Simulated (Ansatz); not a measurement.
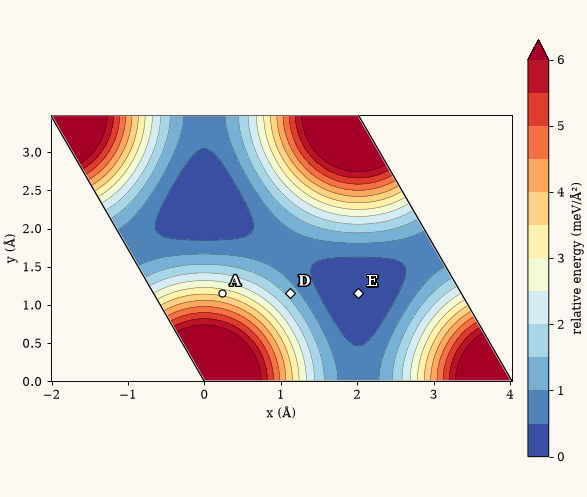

A bilayer of two InSe sheets, the upper one turned by 180 degrees about the normal (8 atoms in the cell). The upper layer of a bilayer is slid over the lower one; relaxed at each slide: nothing; the origin of the map has Se5 above Se4; the distance between the facing planes is held at 3.31 Å. Places are given modulo a cell vector. The map is drawn in real space over the plane of the slide. The grid has 9 × 9 points; 19 points were computed and 62 follow by symmetry. Energies: meV/Å², counted from the lowest grid point. At a held distance the lowest stacking need not be the one that binds best once the distance relaxes. Computed with Ansatz, DFT PBE+D3(BJ), scalar-relativistic, plane waves, PAW. Settings: cutoff 420 eV, k-mesh 9×9×1, gaussian smearing 0.05 eV, no spin polarisation.

Drawn: filled contours, the outline of one cell of the plane, one colour for all values above the top of the scale, lettered points. Between grid points the surface is interpolated.

Question: Is E the lowest point of the computed grid?

Answer: No. E lies 0.02 meV/Å² above the lowest grid point, which is at (3/9, 6/9) of the cell vectors. It is a local minimum.

Question: What kind of point is each of A, D, E: minimum, saddle, maximum or slope?

Answer: A: on a slope; D: on a slope; E: minimum. (In these two coordinates alone; a stationary point may lie a little off the grid point.)

PAW datasets: the set soft_1.
